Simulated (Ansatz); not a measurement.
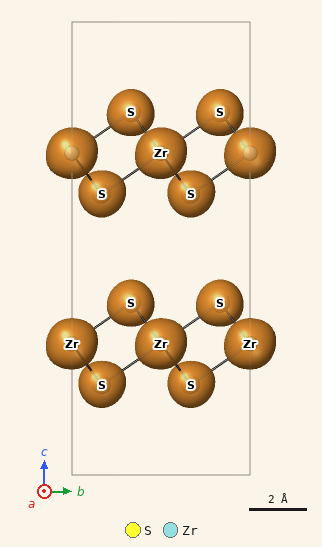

*ZrS$_{2}$ (slab). Isosurface of the valence pseudo-density at 0.8 e/Å³ (orange), seen along the a axis. Sticks mark near contacts.*

A point of a scan over the structure, not its minimum; PAW files of the earlier set (soft_1).

All numbers below come from Ansatz 0.2.0, DFT PBE+D3(BJ), scalar-relativistic, plane waves, PAW.

In a PAW calculation such maps are meaningful between the atoms, not at the nuclei.

Input file:

```
crystal:
  lattice:
    - [3.6488395577, 0.0, 0.0]
    - [-1.8244197788, 3.1599877513, 0.0]
    - [0.0, 0.0, 23.3343036499]
  atoms:
    - { symbol: S, position: [0.6666666667, 0.3333333333, 0.1928491232] }
    - { symbol: Zr, position: [0.0, 0.0, 0.2553569201] }
    - { symbol: S, position: [0.3333333333, 0.6666666667, 0.317864717] }
    - { symbol: S, position: [0.5, 1.3333333333, 0.4824293021] }
    - { symbol: Zr, position: [-0.1666666667, 1.0, 0.544937099] }
    - { symbol: S, position: [0.1666666667, 1.6666666667, 0.6074448958] }
basis:
  ecutwfc: 420
kpoints:
  mp_grid: { grid: [9, 9, 1] }
hamiltonian:
  xc: pbe
  pseudopotentials: { kind: paw, azcp: { folder: soft_1 } }
  dispersion: d3bj
scf:
  occupations: { method: gaussian, width: 0.05 }
output:
  forces: true
  eigenvalues: true
  write_density: true
  write_potential: true
  elf: true
  volumetric_format: npy
efield:
  axis: 3
  dipole_correction: true
  ramp_width: 0.04
```

Launched as:

```sh
ansatz run input.yaml --threads 1 --pin off --max-ram 3072MiB --backend cpu --events-out ev --progress --plain --runs-dir out
```

Question: Which contacts does the surface bridge?

Answer: At this value the density breaks into separate islands; it holds about 50 % of the electrons treated as valence (semicore included). It bridges none of the near contacts. It is pinched off along the sampled Zr–S (2.56 Å) contacts. On the grid the lowest density along these lines, outside the cores, is 0.43 e/Å³ (Zr–S, 2.56 Å).
